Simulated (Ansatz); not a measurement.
## TaN: single-point calculation (part 3 of 3)

Continued. System: TaN (Fm-3m, 4 atoms in the cell). Method: DFT PBE+U, scalar-relativistic, plane waves, PAW, Ueff = 6 eV on Ta atom 1 d; Ueff = 6 eV on Ta atom 3 d (Ansatz 0.2.0); cutoff 420 eV, 7×7×7 k-mesh, Gaussian smearing of 0.05 eV, collinear spins. The structure derives from an entry of the Crystallography Open Database. The run did not end well. It belongs to a series of runs on one base structure; here: ferromagnetic start, free, default search.

Geometry of the input (Å; fractional positions):
```
0.0000  2.1790  2.1790
2.1790  0.0000  2.1790
4.3580  4.3580  0.0000
Ta 0.5000  0.5000  0.2500
N  0.0000  0.0000  0.0000
Ta 0.5000  0.5000  0.7500
N  -0.0000  0.0000  0.5000
```

The program's output, continued
```
SCF iter  48: F=—  HF=-20621.937491 eV  |F-HF|=—  |Δ(HF+E_count)|=   5.96e-4  Δρ=6.10e-5 (↑6.10e-5 ↓2.68e-5)  dr2=5.85e-7  dr2_m=6.04e-7  M=0.421 μB ∫|m|=0.421 μB  β_m=0.68  ethr=2.53e-10  ⟨swp⟩=5.3  Hψ=6934  notcnv=0  defer=1
SCF iter  49: F=—  HF=-20621.937360 eV  |F-HF|=—  |Δ(HF+E_count)|=   1.32e-4  Δρ=8.25e-5 (↑8.25e-5 ↓4.30e-5)  dr2=8.58e-7  dr2_m=1.27e-6  M=0.423 μB ∫|m|=0.423 μB  β_m=0.57  ethr=2.53e-10  ⟨swp⟩=4.0  Hψ=6018  notcnv=0  defer=1
SCF iter  50: F=—  HF=-20621.937617 eV  |F-HF|=—  |Δ(HF+E_count)|=   2.58e-4  Δρ=8.45e-5 (↑8.45e-5 ↓4.64e-5)  dr2=8.88e-7  dr2_m=1.38e-6  M=0.418 μB ∫|m|=0.418 μB  β_m=0.26  ethr=2.53e-10  ⟨swp⟩=4.6  Hψ=6185  notcnv=0  defer=1
SCF iter  51: F=—  HF=-20621.937439 eV  |F-HF|=—  |Δ(HF+E_count)|=   1.78e-4  Δρ=6.10e-5 (↑6.10e-5 ↓3.52e-5)  dr2=4.39e-7  dr2_m=7.45e-7  M=0.422 μB ∫|m|=0.422 μB  β_m=0.20  ethr=2.53e-10  ⟨swp⟩=4.2  Hψ=6074  notcnv=0  defer=1
SCF iter  52: F=—  HF=-20621.936963 eV  |F-HF|=—  |Δ(HF+E_count)|=   4.76e-4  Δρ=1.67e-4 (↑1.67e-4 ↓1.24e-4)  dr2=4.48e-6  dr2_m=6.71e-6  M=0.422 μB ∫|m|=0.422 μB  β_m=0.14  ethr=2.53e-10  ⟨swp⟩=5.0  Hψ=6580  notcnv=0  defer=1  recentre
SCF iter  53: F=—  HF=-20621.937068 eV  |F-HF|=—  |Δ(HF+E_count)|=   1.06e-4  Δρ=1.52e-4 (↑1.52e-4 ↓1.03e-4)  dr2=3.56e-6  dr2_m=5.13e-6  M=0.423 μB ∫|m|=0.423 μB  β_m=0.10  ethr=2.53e-10  ⟨swp⟩=3.4  Hψ=5272  notcnv=0  defer=1
SCF iter  54: F=—  HF=-20621.937556 eV  |F-HF|=—  |Δ(HF+E_count)|=   4.88e-4  Δρ=6.56e-5 (↑6.56e-5 ↓3.56e-5)  dr2=5.25e-7  dr2_m=8.48e-7  M=0.420 μB ∫|m|=0.420 μB  β_m=0.15  ethr=2.53e-10  ⟨swp⟩=5.3  Hψ=6864  notcnv=0  defer=2
SCF iter  55: F=—  HF=-20621.936786 eV  |F-HF|=—  |Δ(HF+E_count)|=   7.70e-4  Δρ=2.01e-4 (↑2.01e-4 ↓1.64e-4)  dr2=7.80e-6  dr2_m=1.04e-5  M=0.421 μB ∫|m|=0.421 μB  β_m=0.09  ethr=2.53e-10  ⟨swp⟩=5.4  Hψ=7419  notcnv=0  recentre
SCF iter  56: F=—  HF=-20621.937175 eV  |F-HF|=—  |Δ(HF+E_count)|=         —  Δρ=3.32e-4 (↑3.32e-4 ↓1.80e-4)  dr2=6.75e-6  dr2_m=2.34e-5  M=0.422 μB ∫|m|=0.422 μB  β_m=0.12  ethr=2.53e-10  ⟨swp⟩=4.0  Hψ=5831  notcnv=0
Mixer restart at iter 56: flushing history
SCF iter  57: F=—  HF=-20621.937182 eV  |F-HF|=—  |Δ(HF+E_count)|=   6.81e-6  Δρ=3.25e-4 (↑3.25e-4 ↓1.69e-4)  dr2=5.94e-6  dr2_m=2.19e-5  M=0.421 μB ∫|m|=0.421 μB  β_m=0.17  ethr=2.53e-10  ⟨swp⟩=2.1  Hψ=3729  notcnv=0
SCF iter  58: F=—  HF=-20621.937250 eV  |F-HF|=—  |Δ(HF+E_count)|=   6.78e-5  Δρ=2.77e-4 (↑2.77e-4 ↓1.17e-4)  dr2=4.30e-6  dr2_m=1.45e-5  M=0.421 μB ∫|m|=0.421 μB  ethr=2.53e-10  ⟨swp⟩=3.6  Hψ=9689  notcnv=0
Mixer restart at iter 58: flushing history
iteration 58: the SCF's residuals had fallen too slowly under its mixing. It goes on by minimising its free energy, and can end on another state than longer mixing would; under `scf.algorithm: density_mixing` no SCF does so, but by `scf.convergence.dm_fallback`
SCF iter  59: F=—  HF=-20621.937512 eV  |F-HF|=—  |Δ(HF+E_count)|=   2.63e-4  Δρ=1.44e-4 (↑1.26e-4 ↓1.44e-4)  dr2=2.92e-6  dr2_m=6.09e-6  M=0.419 μB ∫|m|=0.419 μB  ethr=2.53e-10  ⟨swp⟩=3.6  Hψ=17491  notcnv=0
SCF iter  60: F=—  HF=-20622.013143 eV  |F-HF|=—  |Δ(HF+E_count)|=   7.56e-2  Δρ=1.26e-3 (↑1.26e-3 ↓8.75e-4)  dr2=1.21e-3  dr2_m=9.20e-5  M=-0.037 μB ∫|m|=0.879 μB  ethr=2.53e-10  ⟨swp⟩=5.4  Hψ=14649  notcnv=0
SCF iter  61: F=—  HF=-20622.025534 eV  |F-HF|=—  |Δ(HF+E_count)|=   1.24e-2  Δρ=2.02e-4 (↑2.02e-4 ↓7.04e-5)  dr2=9.11e-6  dr2_m=4.18e-6  M=-0.181 μB ∫|m|=1.089 μB  ethr=2.53e-10  ⟨swp⟩=4.7  Hψ=11926  notcnv=0
SCF iter  62: F=—  HF=-20622.025565 eV  |F-HF|=—  |Δ(HF+E_count)|=   3.18e-5  Δρ=2.37e-5 (↑1.73e-5 ↓2.37e-5)  dr2=2.87e-7  dr2_m=6.61e-8  M=-0.181 μB ∫|m|=1.094 μB  ethr=2.53e-10  ⟨swp⟩=2.9  Hψ=9486  notcnv=0
SCF iter  63: F=-20622.025566 eV  HF=-20622.025566 eV  |F-HF|=2.58e-8  |Δ(HF+E_count)|=   1.40e-7  Δρ=5.00e-6 (↑5.00e-6 ↓4.69e-6)  dr2=3.18e-8  dr2_m=5.15e-10  M=-0.181 μB ∫|m|=1.094 μB  ethr=2.53e-10  ⟨swp⟩=3.2  Hψ=8135  notcnv=0
SCF iter  64: F=-20622.025566 eV  HF=-20622.025566 eV  |F-HF|=2.58e-8  |Δ(HF+E_count)|=  1.09e-11  Δρ=5.01e-6 (↑5.01e-6 ↓4.69e-6)  dr2=3.19e-8  dr2_m=5.15e-10  M=-0.181 μB ∫|m|=1.094 μB  ethr=8.84e-11  ⟨swp⟩=2.4  Hψ=7323  notcnv=0
SCF 1 converged in 64 iterations: F = -20622.025566 eV  dr2 = 3.19e-8
  greatest PAW one-centre occupation: 0.999 electrons in one spin orbital (limit 2), on the Ta atom at site 2 (counted from 0), in its partial waves of l = 0
```

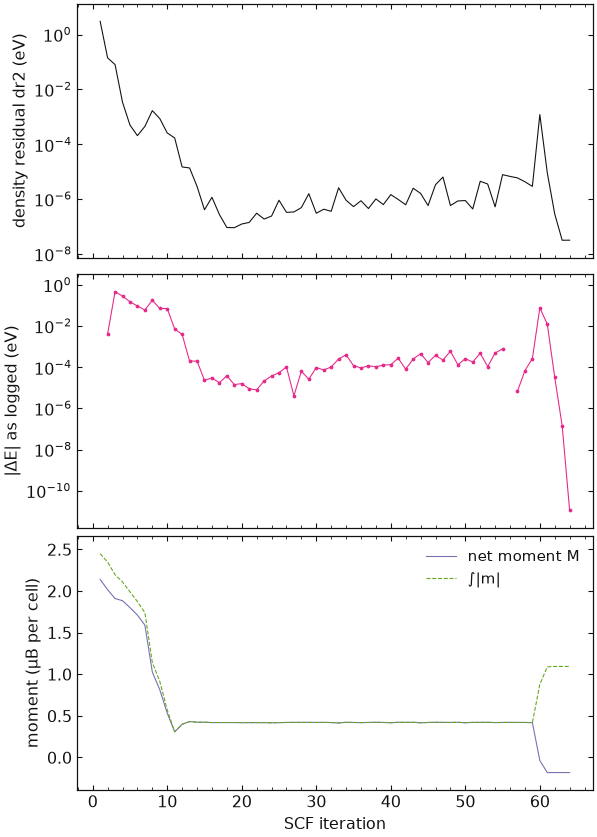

*Convergence of the self-consistent field: density residual dr2, size of the energy change and magnetic moment against the SCF iteration.*

The run ended after 64 iterations. The net moment doesn't settle. Over the last steps it still swings between −0.2 and 0.4 μB per cell.

```
Bands: 26, of which v1, the nominal top of the filled ones, is band 18 counted from 1 (17 counted from 0)
Symmetry: 1 space group operations
k-points: 172 of 343 (time reversal used)
Starting moments: Σ|m| = 6 μB on 2 of 4 sites
```

Outcome

```tsv
quantity	value
outcome	stopped at the time limit
space group (tolerance 0.01 Å)	Fm-3m (225)
wall time	88 s (CPU time 2.6 min)
peak memory	0.71 GiB
```

Diagnosis

The run was cut off by its time limit, so the output is incomplete. Warnings of the run: the search outside the symmetry group is no proof of a minimum.
